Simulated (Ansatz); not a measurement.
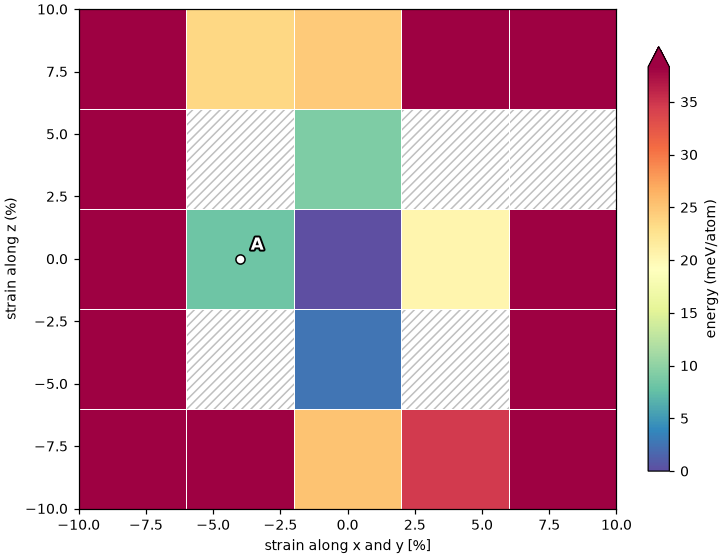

NaCl (Fm-3m, No. 225; 2 atoms in the cell). The cell is strained homogeneously, by one strain along x and y and another along z, with fractional coordinates fixed (x, y and z along the cube axes). First axis: strain along x and y. Second axis: strain along z. The grid has 5 × 5 points. At 5 points there is no value. Points are written as (first, second). Energies: meV/atom, counted from the lowest grid point. The reference cell is the one listed in the database, not relaxed at this level. Computed with Ansatz 0.2.0, DFT r2SCAN, scalar-relativistic, plane waves, PAW. Settings: cutoff 500 eV, k-mesh 8×8×8, gaussian smearing 0.05 eV, no spin polarisation.

Drawn: one coloured cell a grid point, one colour for all values above the top of the scale, hatched blanks where no value was computed, the point A.

Is A at rest? If not, where is it pushed?

A, at (−4 %, 0 %), is not a stationary point. The computed force is 6.9 meV/atom for each 1 % towards larger values of strain along x and y and 0.2 meV/atom for each 1 % towards larger values of strain along z.
